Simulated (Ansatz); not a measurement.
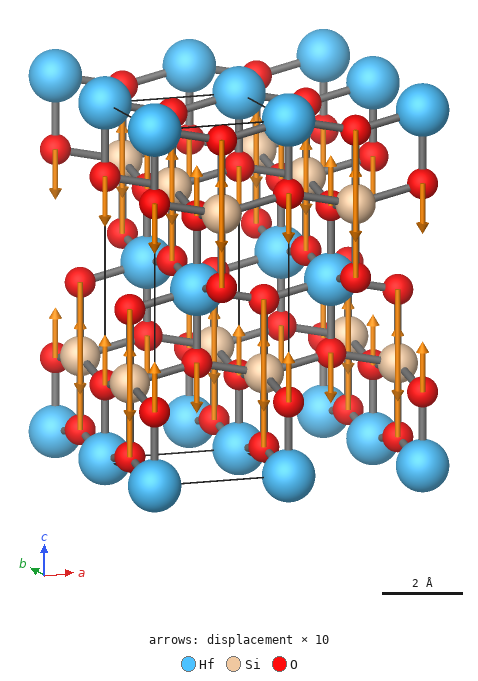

A relaxation of solid HfSiO4 (built on the anatase host type). The starting structure is drawn; orange arrows show the displacements (the part carried along by the change of the cell is left out), 10 times their true length.

A ball-and-stick model of the conventional cell (2 times the calculation's cell), repeated 2 × 2 × 1 with one cell outlined, seen slightly off an axis. Lengths and directions refer to the drawn axes.

These are results of Ansatz 0.2.0, DFT, PBE, plane waves, PAW, not measurements.

Input
```yaml
crystal:
  lattice:
    - [-1.80358369, 1.80358369, 4.58461711]
    - [1.80358369, -1.80358369, 4.58461711]
    - [1.80358369, 1.80358369, -4.58461711]
  atoms:
    - { symbol: Hf, position: [0.0, 0.0, 0.0] }
    - { symbol: Si, position: [0.75, 0.25, 0.5] }
    - { symbol: O, position: [0.95715212, 0.45715212, 0.5] }
    - { symbol: O, position: [0.20715212, 0.20715212, 0.0] }
    - { symbol: O, position: [0.54284788, 0.04284788, 0.5] }
    - { symbol: O, position: [0.79284788, 0.79284788, 0.0] }
kpoints:
  mp_grid: { grid: [10, 10, 10] }
hamiltonian:
  xc: pbe
scf:
  occupations: { method: fermi_dirac, width: 0.02 }
relax:
  f_tol: 0.005
  cell: {}
```

Run as
```bash
ansatz run input.yaml --threads 4 --pin off --max-ram 6451MiB --backend cpu --events-out ev --progress --plain --runs-dir out
```

**Describe the change and its energy.**

The largest moves relative to the cell, 0.29 Å, are those of O3 and O5. O3 goes along −c. Si and Hf stay in place. The volume changes by +16.4 %, with a = b 3.607 → 3.752 Å (+4.0 %), c 9.169 → 9.861 Å (+7.5 %). Among the contacts that change: Hf1–O4 1.899 → 2.173 Å, Hf1–O3 1.846 → 2.007 Å, Si2–O3 1.899 → 1.753 Å, Si2–O4 1.846 → 1.899 Å. Among the angles between lasting bonds that change: O3–Hf1–O3 155.4° → 138.4°, Hf1–O5–Hf1 155.4° → 138.4°, O3–Hf1–O6 77.7° → 69.2°. The space group stays I-4m2 (No. 119). The energy falls by 3.800 eV per cell of the calculation in 8 accepted moves (10 points after the start). Largest force component: 6.8 eV/Å at the start, 0.00039 eV/Å at the end. The pressure goes from 60.48 to 0.01 GPa. At 2 points the geometry stayed and the basis and grid were re-selected for the new cell (energy shift of 96.9 meV per cell of the calculation at most each time). The run took 43 s on 4 threads of Arm Neoverse V2, with other jobs on the host, peak memory 0.5 GiB.
